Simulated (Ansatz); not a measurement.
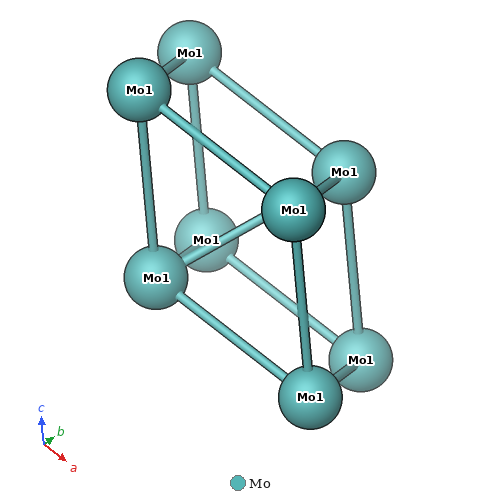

The system is Mo (Im-3m, No. 229; 1 atom in the cell); the picture shows the reference structure. The energy is mapped over volume and the cell's shape. First axis: volume per atom. Second axis: length along [111] over the lengths across it, relative to the cubic cell. Nothing is relaxed (symmetry fixes all fractional coordinates). Grid: 7 × 9 points. At 5 points there is no value (left out of the scan, as a rule where atoms come close). Points are written as (first, second). Energies: meV/atom, counted from the lowest grid point. Computed with Ansatz, DFT LDA, scalar-relativistic, plane waves, PAW. Settings: cutoff 420 eV, k-mesh 22×22×22, gaussian smearing 0.15 eV, no spin polarisation.

Its coordinates:

```
CELL_PARAMETERS angstrom
-1.55568 1.55568 1.55568
1.55568 -1.55568 1.55568
1.55568 1.55568 -1.55568
ATOMIC_POSITIONS crystal
Mo 0.00000 0.00000 0.00000
```

Range: volume per atom from 12.65 to 17.47 Å³; length along [111] over the lengths across it, relative to the cubic cell from 0.452 to 2.211.

> What landscape does the calculation give?

The lowest grid point is at (15.06 Å³, 1.000) [bcc]. No other kind of well shows on this grid. The highest grid point, (16.67 Å³, 0.452), lies 12150 meV/atom above the lowest.

```csv
"second ↓, first →",12.65,13.45,14.26,15.06,15.86,16.67,17.47
2.211,2102,1671,1387,1214,1127,1107,1139
1.813,2114,1681,1394,1220,1132,1112,1143
1.487,1451,1080,849,724,682,703,774
1.219,793,476,297,224,231,300,416
1.000,472,189,43,0,36,130,270
0.820,982,641,442,351,342,398,501
0.672,3187,2560,2112,1811,1622,1518,1478
0.551,9068,7703,6638,5784,5104,4573,4160
0.452,–,–,–,–,–,12150,10919
```

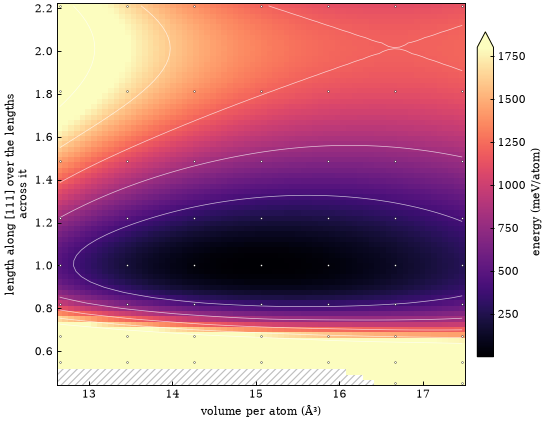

The picture shows a smooth colour map with a few white contour lines, dots at the grid points, one colour for all values above the top of the scale, hatched blanks where no value was computed. Between grid points the surface is interpolated.

Each point was launched as `ansatz run input.yaml --threads 1 --pin off --max-ram 2048MiB --backend cpu --events-out ev --progress --plain --runs-dir out`. The whole map (58 points run) took 20 min on 1 thread of Arm Neoverse N1, on a shared host.

PAW datasets: the set soft_1.
